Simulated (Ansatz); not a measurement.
## Geometry relaxation of Si₈C₇ (charge +1) (part 2 of 2)

The same run, continued: Si₈C₇ (defect cell, 15 atoms in the cell, total charge +1); DFT PBE, scalar-relativistic, plane waves, PAW, spin-polarised (Ansatz 0.2.0); cutoff 420 eV, 2×2×2 k-mesh, Gaussian smearing of 0.01 eV, collinear spins. The structure derives from a Materials Project entry. It belongs to a series of runs on one base structure; here: C vacancy (site b), charge +1, atoms relaxed at the host's cell.

Geometry of the input (Å; fractional positions):
```
0.0000  0.0000  -5.0743
3.0919  -5.3554  0.0000
-6.1839  0.0000  0.0000
Si 0.5055  0.1667  0.3333
Si 0.5005  0.6668  0.3335
Si 0.5005  0.1665  0.8332
Si 0.5005  0.6668  0.8332
Si -0.0006  0.3336  0.1664
Si -0.0006  0.8328  0.1664
Si -0.0006  0.3336  0.6672
Si -0.0009  0.8333  0.6667
C  0.1250  0.6681  0.3362
C  0.1250  0.1638  0.8319
C  0.1250  0.6681  0.8319
C  0.6237  0.3351  0.1649
C  0.6237  0.8298  0.1649
C  0.6237  0.3351  0.6702
C  0.6250  0.8333  0.6667
```

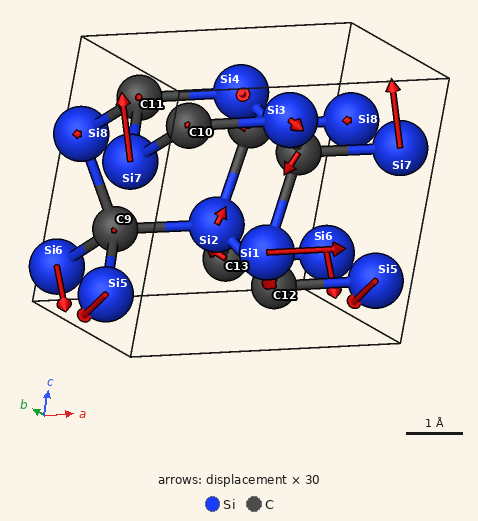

*The starting structure with the displacements as red arrows, magnified 30 times (ball-and-stick view of the cell of the calculation, seen slightly off an axis).*

After 4 geometry steps the energy has fallen by 6.2 meV per atom. Largest force component: 0.75 eV/Å at the start, 0.015 eV/Å at the end. The atom that moves furthest is Si1 (0.050 Å). Largest moves by element: Si 0.050 Å, C 0.017 Å. The lattice vectors keep their values. Among the contacts that change: Si1–C12 1.901 → 1.870 Å, Si5–C10 1.901 → 1.881 Å, Si2–C15 1.893 → 1.877 Å, Si2–C9 1.905 → 1.914 Å. Among the angles that change: Si5–C10–Si7 108.5° → 106.3°. (Atoms are counted from 1 in the order of the input.)

```
SCF converged after 7 iterations
Magnetization: 0.2500 μB (29.6250 up, 29.3750 down)
Absolute magnetization: 0.2752 μB (∫|ρ↑−ρ↓|, with the PAW one-centre terms)
Spin contamination: 0.0005 ħ² per cell (⟨S²⟩ above its minimum at these occupations)
Per-site moments (μB) at R_I (Å): [(-0.00029146634227289643, 0.7712074380038514), (0.000417849728802187, 0.7742376238062636), (0.00041784972880222715, 0.7742376238062642), (0.00041784972880217045, 0.7742376238062636), (0.015875501281880575, 0.7760776051241665), (0.015875501281880547, 0.776077605124166), (0.01587550128188052, 0.7760776051241657), (0.00044982096384303666, 0.7776476689490972), (0.003011891494973639, 0.776077605124166), (0.003011891494973662, 0.7760776051241657), (0.003011891494973592, 0.7760776051241663), (0.004638893180272898, 0.7712074380038514), (0.0046388931802728885, 0.7712074380038516), (0.004638893180272927, 0.7712074380038519), (-5.521104734900882e-5, 0.7742376238062636)]
Free energy (F): -6852.458629 eV
Harris-Foulkes:  -6852.458629 eV  (|F-HF|=1.27e-11)
Internal energy: -6852.457665 eV  (E = F + TS)
E sigma→0 (E₀):  -6852.458147 eV
Entropy (-TS):   -0.000964 eV (-0.064 meV/atom)
Fermi energy:    9.592708 eV
--- Per-component energies (eV) ---
  E_band       = 175.980317
  E_kinetic    = 963.894033
  E_local      = -880.669537  (includes V_loc(G=0)·N_el)
  E_nonlocal   = 382.975786
  E_hartree    = 283.873931
  E_xc         = -778.941984
  E_vxc        = -793.131737  (∫ρ·V_xc dr)
  E_paw        = -4795.185298  (= ΣΔE_a)
  E_vpaw       = -64.836229  (= ΣTr[D̂ρ^β])
  E_aug_tail   = 0.000094  (compensation charges beyond the density's cutoff)
  E_ewald      = -2028.404690
  E_smearing   = -0.000964  (= −TS)
  E_closure    = 0.000000  (closes the sum)
  E_deformation_potential = 17.074853  (in the stress; not in F)
  Σ components = -6852.458629   (vs F -6852.458629, Δ=0.00e0)
--- Forces (eV/Å), atoms counted from 1 ---
  atom   1  Si    -0.00000000     0.00000000    -0.00869377
  atom   2  Si    -0.00341001    -0.00196877    -0.00016792
  atom   3  Si    -0.00000000     0.00393754    -0.00016792
  atom   4  Si     0.00341001    -0.00196877    -0.00016792
  atom   5  Si    -0.00448389     0.00258878     0.01410969
  atom   6  Si     0.00000000    -0.00517755     0.01410969
  atom   7  Si     0.00448389     0.00258878     0.01410969
  atom   8  Si     0.00000000     0.00000000    -0.01516561
  atom   9  C      0.00389215     0.00224713    -0.00266788
  atom  10  C      0.00000000    -0.00449427    -0.00266788
  atom  11  C     -0.00389215     0.00224713    -0.00266788
  atom  12  C     -0.00859192     0.00496054    -0.00258166
  atom  13  C      0.00000000    -0.00992109    -0.00258166
  atom  14  C      0.00859192     0.00496054    -0.00258166
  atom  15  C      0.00000000     0.00000000    -0.00221329
  max |Σ_I F_I| component: 3.99e-6 eV/Å
--- Charged-cell corrections in eV (Makov–Payne, q = +1.000 e, ε = [10.215, 10.215, 11.384]) ---
  F (periodic)     = -6852.458629  (uncorrected; the corrections below are reported, never added to it)
  E_corr1          = +0.348764  (monopole, q²α_M/2ε̄L, of the cell on which ε is isotropic)
  F Makov-Payne    = -6852.109864  (F + E_corr1; no measured alignment; for a localised charge, not one spread in a band: unchecked)
  no potential alignment in this run, which stands beside a crystal: run the host's input off ansatz write-host-input, and read the two finished runs by ansatz place-levels (neither reads a slab, a wire or a sheet, whose cell leaves a vacuum)
--- Band table (eV; the first three rows and the last of 8) ---
  k-point 0 ↑: bands = ["-6.2889", "-3.2810", "-3.2810", "-3.1870", "-2.4631", "-1.8248", "-1.8248", "0.3891", "0.6955", "1.4686", "1.4686", "2.1781", "3.0811", "3.0811", "3.6207", "3.6207", "4.3375", "5.6159", "5.7056", "5.7056", "5.8394", "6.0908", "6.0908", "7.2444", "7.4792", "7.4792", "7.6673", "8.4211", "8.4211", "10.3286", "11.8961", "11.8961", "11.9680", "12.7575", "12.7575", "13.3648", "13.3648", "13.8190", "14.5861", "15.6109", "15.6109", "15.7460", "16.0712", "16.0712", "16.1113"]
  k-point 1 ↑: bands = ["-5.4418", "-5.0925", "-3.5573", "-3.2442", "-2.2077", "-1.8013", "-1.4611", "1.2811", "1.4215", "1.9353", "2.0506", "2.2016", "3.3566", "3.5028", "3.7630", "3.9028", "4.2095", "4.3200", "4.3533", "5.1800", "5.9780", "6.0116", "6.2768", "6.3981", "6.9025", "7.0746", "7.8566", "8.1824", "8.2344", "9.5897", "10.7143", "11.8858", "12.5470", "12.5672", "13.1431", "13.3320", "14.7728", "15.4511", "15.8846", "15.9913", "16.2456", "16.6190", "16.6451", "16.8792", "16.9294"]
  k-point 2 ↑: bands = ["-5.3584", "-4.9154", "-2.5152", "-2.5152", "-2.4188", "-2.4188", "-2.3659", "0.4726", "0.7323", "0.7323", "0.8612", "1.4948", "1.4948", "3.0003", "4.8916", "5.5532", "6.3676", "6.3676", "6.4257", "6.5087", "6.5161", "6.5161", "6.6097", "6.6097", "7.3531", "7.3531", "7.3590", "8.0834", "8.0834", "11.1128", "12.0155", "12.0155", "12.2635", "12.3656", "12.3656", "12.9384", "12.9384", "13.3223", "14.2590", "14.2681", "14.2681", "14.6544", "14.6544", "14.6892", "14.8519"]
  k-point 3 ↓: bands = ["-4.3806", "-4.3257", "-4.2571", "-3.6632", "-2.6935", "-2.6014", "-2.5456", "0.5158", "1.8106", "1.9134", "2.5480", "2.7515", "3.7946", "4.0293", "4.1805", "4.3188", "4.3803", "4.7074", "5.1614", "5.9795", "6.0036", "6.3430", "6.5545", "6.8563", "6.9152", "7.0446", "7.1737", "7.2071", "7.7443", "9.4746", "10.9051", "11.8452", "13.4629", "13.5717", "13.6679", "13.7711", "13.8787", "14.1083", "14.2231", "15.3760", "15.8847", "15.9919", "16.0185", "16.1707", "16.4234"]
--- Relaxed structure (5 steps of the walk, 5 accepted, 0 SCFs on fresh bases) ---
  F+E_penalty+E_count = -6852.45862882 eV   max|allowed force component| = 1.517e-2 eV/Å
  atoms:
    - { symbol: Si, position: [0.5153885273050455, 0.16666666666666669, 0.33333333333333326] }
    - { symbol: Si, position: [0.5017094604662464, 0.6678023879599775, 0.33560477591995497] }
    - { symbol: Si, position: [0.5017094604662464, 0.164395224080045, 0.8321976120400222] }
    - { symbol: Si, position: [0.5017094604662464, 0.6678023879599775, 0.8321976120400225] }
    - { symbol: Si, position: [-0.0016595213687051003, 0.33766576400349124, 0.1623342359965087] }
    - { symbol: Si, position: [-0.0016595213687050996, 0.8246684719930175, 0.16233423599650876] }
    - { symbol: Si, position: [-0.0016595213687050996, 0.3376657640034913, 0.6753315280069826] }
    - { symbol: Si, position: [-0.002090373452946105, 0.8333333333333333, 0.6666666666666665] }
    - { symbol: C, position: [0.12453561060647779, 0.6678618733774309, 0.3357237467548617] }
    - { symbol: C, position: [0.12453561060647779, 0.16427625324513823, 0.832138126622569] }
    - { symbol: C, position: [0.12453561060647779, 0.6678618733774309, 0.832138126622569] }
    - { symbol: C, position: [0.6217505455332415, 0.33378776923013126, 0.16621223076986869] }
    - { symbol: C, position: [0.6217505455332415, 0.8324244615397376, 0.16621223076986885] }
    - { symbol: C, position: [0.6217505455332415, 0.33378776923013126, 0.6675755384602626] }
    - { symbol: C, position: [0.6231118532361188, 0.8333333333333333, 0.6666666666666665] }
--- Löwdin populations: 15 sites ---
  site symbol       q [e]    m [muB]
     0     Si      2.9990    -0.0080
     1     Si      2.8713     0.0020
     2     Si      2.8713     0.0020
     3     Si      2.8713     0.0020
     4     Si      3.1498     0.0697
     5     Si      3.1498     0.0697
     6     Si      3.1498     0.0697
     7     Si      2.8674     0.0042
     8      C      4.9182     0.0036
     9      C      4.9182     0.0036
    10      C      4.9182     0.0036
    11      C      4.9230     0.0064
    12      C      4.9230     0.0064
    13      C      4.9230     0.0064
    14      C      4.9638     0.0003
  spilling = 0.009881 (of n_electrons = 59.000000)
```

File populations.tsv
```
# site	symbol	l	j	q_up	q_dn
# orbitals = lowdin
# n_electrons = 59.000000
# spilling = 0.009881
0	Si	0_3S	-	0.491816	0.493529
0	Si	1_3P	-	1.003687	1.010000
1	Si	0_3S	-	0.450683	0.450708
1	Si	1_3P	-	0.985994	0.983941
2	Si	0_3S	-	0.450683	0.450708
2	Si	1_3P	-	0.985994	0.983941
3	Si	0_3S	-	0.450683	0.450708
3	Si	1_3P	-	0.985994	0.983941
4	Si	0_3S	-	0.533497	0.511680
4	Si	1_3P	-	1.076232	1.028368
5	Si	0_3S	-	0.533497	0.511680
5	Si	1_3P	-	1.076232	1.028368
6	Si	0_3S	-	0.533497	0.511680
6	Si	1_3P	-	1.076232	1.028368
7	Si	0_3S	-	0.448684	0.447899
7	Si	1_3P	-	0.987102	0.983690
8	C	0_2S	-	0.586012	0.580649
8	C	1_2P	-	1.874897	1.876662
9	C	0_2S	-	0.586012	0.580649
9	C	1_2P	-	1.874897	1.876662
10	C	0_2S	-	0.586012	0.580649
10	C	1_2P	-	1.874897	1.876662
11	C	0_2S	-	0.579055	0.577446
11	C	1_2P	-	1.885629	1.880831
12	C	0_2S	-	0.579055	0.577446
12	C	1_2P	-	1.885629	1.880831
13	C	0_2S	-	0.579055	0.577446
13	C	1_2P	-	1.885629	1.880831
14	C	0_2S	-	0.573592	0.573583
14	C	1_2P	-	1.908462	1.908128
```

Trajectory as extended XYZ (Å, eV, eV/Å), 5 frames, from step=1 to step=5
```
15
Lattice="0.0000 0.0000 -5.0743 3.0919 -5.3554 0.0000 -6.1839 0.0000 0.0000" Properties=species:S:1:pos:R:3:forces:R:3 step=1 energy=-6852.36566
Si   -1.5460   -0.8926   -2.5650    0.0000   0.0000  -0.5633
Si   -0.0008   -3.5707   -2.5398   -0.4053  -0.2340  -0.2970
Si   -4.6379   -0.8917   -2.5398    0.0000   0.4680  -0.2970
Si   -3.0912   -3.5707   -2.5398    0.4053  -0.2340  -0.2970
Si    0.0027   -1.7867    0.0029    0.6529  -0.3770  -0.0071
Si    1.5460   -4.4598    0.0029    0.0000   0.7539  -0.0071
Si   -3.0946   -1.7867    0.0029   -0.6529  -0.3770  -0.0071
Si   -1.5460   -4.4628    0.0046    0.0000   0.0000   0.0517
C    -0.0133   -3.5779   -0.6343    0.1523   0.0879   0.1077
C    -4.6379   -0.8772   -0.6343    0.0000  -0.1759   0.1077
C    -3.0786   -3.5779   -0.6343   -0.1523   0.0879   0.1077
C     0.0163   -1.7946   -3.1646   -0.5059   0.2921   0.2819
C     1.5460   -4.4440   -3.1646    0.0000  -0.5842   0.2819
C    -3.1083   -1.7946   -3.1646    0.5059   0.2921   0.2819
C    -1.5460   -4.4628   -3.1713    0.0000   0.0000   0.2552
15
Lattice="0.0000 0.0000 -5.0743 3.0919 -5.3554 0.0000 -6.1839 0.0000 0.0000" Properties=species:S:1:pos:R:3:forces:R:3 step=2 energy=-6852.44359
Si   -1.5460   -0.8926   -2.5814    0.0000   0.0000  -0.1761
Si   -0.0104   -3.5763   -2.5486   -0.0646  -0.0373  -0.0433
Si   -4.6379   -0.8806   -2.5486    0.0000   0.0746  -0.0433
Si   -3.0815   -3.5763   -2.5486    0.0646  -0.0373  -0.0433
Si    0.0405   -1.8085    0.0167    0.0860  -0.0496  -0.1784
Si    1.5460   -4.4160    0.0167    0.0000   0.0993  -0.1784
Si   -3.1325   -1.8085    0.0167   -0.0860  -0.0496  -0.1784
Si   -1.5460   -4.4628    0.0004    0.0000   0.0000   0.0117
C    -0.0155   -3.5792   -0.6425    0.1602   0.0925   0.2066
C    -4.6379   -0.8746   -0.6425    0.0000  -0.1849   0.2066
C    -3.0764   -3.5792   -0.6425   -0.1602   0.0925   0.2066
C     0.0110   -1.7915   -3.1521   -0.2646   0.1528   0.0015
C     1.5460   -4.4501   -3.1521    0.0000  -0.3055   0.0015
C    -3.1029   -1.7915   -3.1521    0.2646   0.1528   0.0015
C    -1.5460   -4.4628   -3.1785    0.0000   0.0000   0.2055
15
Lattice="0.0000 0.0000 -5.0743 3.0919 -5.3554 0.0000 -6.1839 0.0000 0.0000" Properties=species:S:1:pos:R:3:forces:R:3 step=3 energy=-6852.45656
Si   -1.5460   -0.8926   -2.5924    0.0000   0.0000  -0.0880
Si   -0.0103   -3.5762   -2.5478   -0.0100  -0.0058  -0.0304
Si   -4.6379   -0.8807   -2.5478    0.0000   0.0116  -0.0304
Si   -3.0817   -3.5762   -2.5478    0.0100  -0.0058  -0.0304
Si    0.0435   -1.8102    0.0113   -0.0055   0.0032  -0.0554
Si    1.5460   -4.4126    0.0113    0.0000  -0.0064  -0.0554
Si   -3.1354   -1.8102    0.0113    0.0055   0.0032  -0.0554
Si   -1.5460   -4.4628    0.0081    0.0000   0.0000  -0.0292
C    -0.0125   -3.5775   -0.6368    0.0498   0.0287   0.0748
C    -4.6379   -0.8781   -0.6368    0.0000  -0.0574   0.0748
C    -3.0794   -3.5775   -0.6368   -0.0498   0.0287   0.0748
C     0.0041   -1.7875   -3.1560   -0.0524   0.0302   0.0307
C     1.5460   -4.4580   -3.1560    0.0000  -0.0605   0.0307
C    -3.0961   -1.7875   -3.1560    0.0524   0.0302   0.0307
C    -1.5460   -4.4628   -3.1671    0.0000   0.0000   0.0584
15
Lattice="0.0000 0.0000 -5.0743 3.0919 -5.3554 0.0000 -6.1839 0.0000 0.0000" Properties=species:S:1:pos:R:3:forces:R:3 step=4 energy=-6852.45815
Si   -1.5460   -0.8926   -2.6004    0.0000   0.0000  -0.0533
Si   -0.0102   -3.5761   -2.5480   -0.0019  -0.0011   0.0083
Si   -4.6379   -0.8808   -2.5480    0.0000   0.0022   0.0083
Si   -3.0818   -3.5761   -2.5480    0.0019  -0.0011   0.0083
Si    0.0419   -1.8093    0.0085   -0.0149   0.0086   0.0186
Si    1.5460   -4.4144    0.0085    0.0000  -0.0172   0.0186
Si   -3.1338   -1.8093    0.0085    0.0149   0.0086   0.0186
Si   -1.5460   -4.4628    0.0088    0.0000   0.0000   0.0009
C    -0.0108   -3.5765   -0.6332   -0.0024  -0.0014  -0.0087
C    -4.6379   -0.8801   -0.6332    0.0000   0.0027  -0.0087
C    -3.0811   -3.5765   -0.6332    0.0024  -0.0014  -0.0087
C     0.0027   -1.7867   -3.1556   -0.0012   0.0007   0.0019
C     1.5460   -4.4597   -3.1556    0.0000  -0.0014   0.0019
C    -3.0946   -1.7867   -3.1556    0.0012   0.0007   0.0019
C    -1.5460   -4.4628   -3.1630    0.0000   0.0000  -0.0079
15
Lattice="0.0000 0.0000 -5.0743 3.0919 -5.3554 0.0000 -6.1839 0.0000 0.0000" Properties=species:S:1:pos:R:3:forces:R:3 step=5 energy=-6852.45863
Si   -1.5460   -0.8926   -2.6152    0.0000   0.0000  -0.0087
Si   -0.0105   -3.5763   -2.5458   -0.0034  -0.0020  -0.0002
Si   -4.6379   -0.8804   -2.5458    0.0000   0.0039  -0.0002
Si   -3.0814   -3.5763   -2.5458    0.0034  -0.0020  -0.0002
Si    0.0402   -1.8083    0.0084   -0.0045   0.0026   0.0141
Si    1.5460   -4.4164    0.0084    0.0000  -0.0052   0.0141
Si   -3.1321   -1.8083    0.0084    0.0045   0.0026   0.0141
Si   -1.5460   -4.4628    0.0106    0.0000   0.0000  -0.0152
C    -0.0111   -3.5767   -0.6319    0.0039   0.0022  -0.0027
C    -4.6379   -0.8798   -0.6319    0.0000  -0.0045  -0.0027
C    -3.0808   -3.5767   -0.6319   -0.0039   0.0022  -0.0027
C     0.0042   -1.7876   -3.1549   -0.0086   0.0050  -0.0026
C     1.5460   -4.4580   -3.1549    0.0000  -0.0099  -0.0026
C    -3.0962   -1.7876   -3.1549    0.0086   0.0050  -0.0026
C    -1.5460   -4.4628   -3.1619    0.0000   0.0000  -0.0022
```

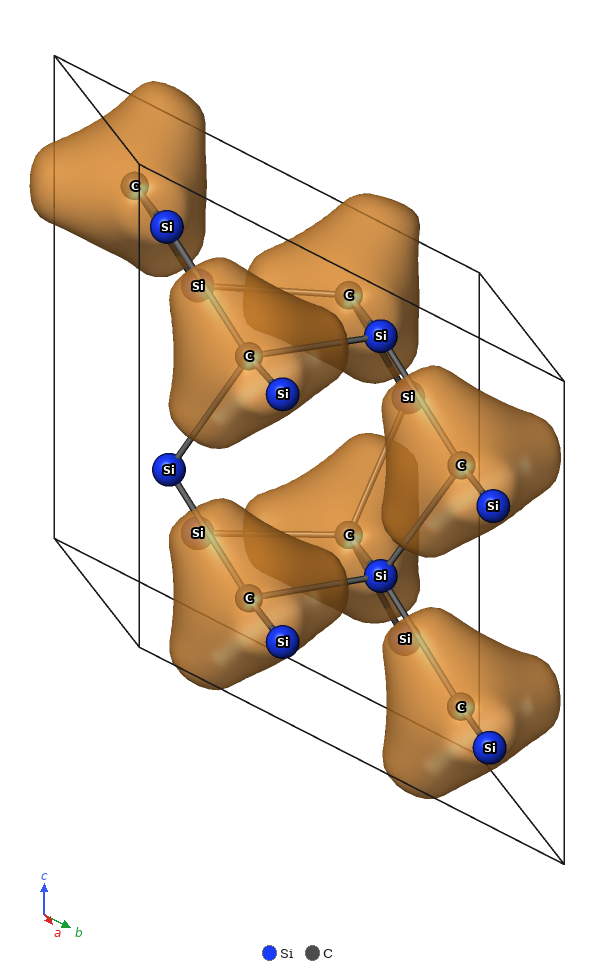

*Isosurface of the valence pseudo-density at 0.5 e/Å³ (orange), seen slightly off an axis. Sticks mark near contacts. The outline is the calculation cell.*

At this value the density breaks into separate islands; it holds about 50 % of the electrons treated as valence. On the grid the lowest density along these lines, outside the cores, is 0.72 e/Å³ (Si–C, 1.87 Å) and 0.66 e/Å³ (Si–C, 1.91 Å). The fields are those of the smooth PAW valence density.

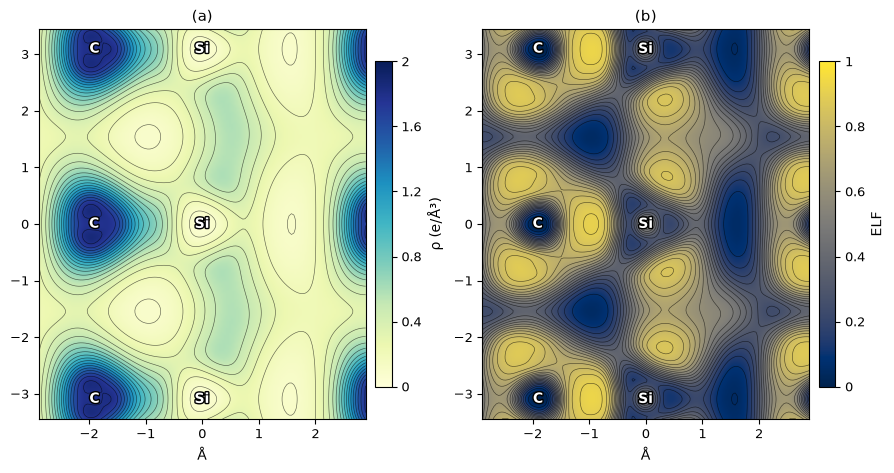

*(a) valence electron density; (b) ELF on the (010) plane of the calculation cell.*

The section cuts through Si and C sites. Si–C (1.91 Å): ρ is about 0.82 e/Å³ halfway; the ELF peaks at about 0.90 between the atoms, which marks a covalent bond. Away from the nuclei the density in this plane falls to 0.09 e/Å³ at its lowest.

Results in brief

| quantity | value |
| --- | --- |
| outcome | converged |
| electrons treated | 59 |
| free energy | −6852.4586 eV |
| Fermi energy | 9.593 eV |
| gap on the k-point mesh | none (metallic) |
| net moment of the cell | 0.25 μB |
| integrated absolute moment | 0.28 μB |
| final volume | 168.05 Å³ |
| largest force (length of the vector) at the end | 0.015 eV/Å |
| wall time | 4 s (CPU time 13 s) |
| peak memory | 0.54 GiB |

Remarks

The k-point mesh is coarse for a cell of this size, so the results may not be converged.
